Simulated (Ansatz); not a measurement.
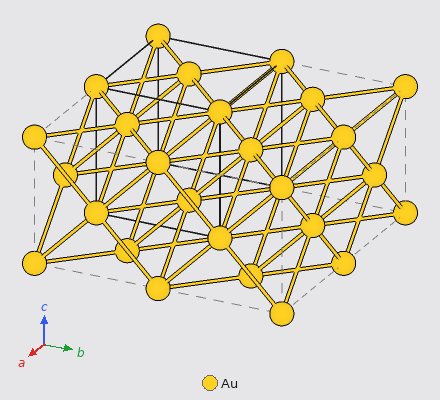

The structure, seen along [211]; the drawing may span several cells.

Structure (in its standard cell), the end point of a relaxation with DFT, PAW plane waves, pbe in Ansatz; the starting structure was generated, so it need not be a known form of this composition:

```cif
data_structure
_symmetry_space_group_name_H-M 'Fm-3m'
_symmetry_Int_Tables_number 225
_cell_length_a 4.1574
_cell_length_b 4.1574
_cell_length_c 4.1574
_cell_angle_alpha 90.000
_cell_angle_beta 90.000
_cell_angle_gamma 90.000
_cell_volume 71.86
loop_
_atom_site_label
_atom_site_type_symbol
_atom_site_symmetry_multiplicity
_atom_site_Wyckoff_symbol
_atom_site_fract_x
_atom_site_fract_y
_atom_site_fract_z
_atom_site_occupancy
Au1 Au 4 a 0.00000 0.00000 0.00000 1
```

### Predict the [211] zone-axis pattern (200 kV, kinematic, B = 0.5 Å²).

The spots form a rectangular net whose two shortest vectors correspond to d = 2.40 Å and 1.47 Å, 90.0° apart. They are -1 1 1 and 0 -2 2. The pattern has symmetry 2mm. The lattice centring (F) removes all reflections that break h + k = 2n, h + l = 2n.

Strongest reflections with d > 0.80 Å, one of each family (|F|² from tabulated Gaussian fits of the electron scattering factors, times a small damping for the curvature of the Ewald sphere):

```csv
hkl,d (Å),I (strongest = 100)
1 -1 -1,2.400,100
0 2 -2,1.470,43
1 1 -3,1.254,30
2 -2 -2,1.200,27
2 0 -4,0.930,13
3 -3 -3,0.800,8
```

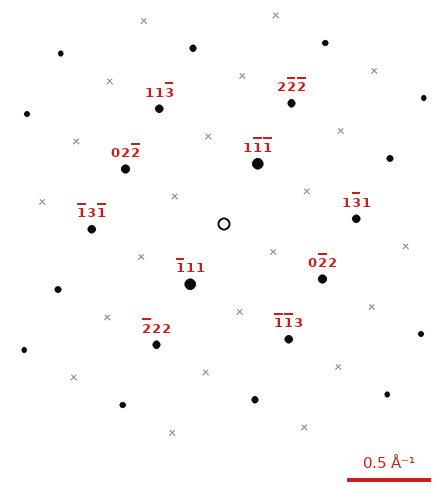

Calculated pattern, seen from the source side with [211] pointing towards the source; crosses mark the places of extinct reflections.
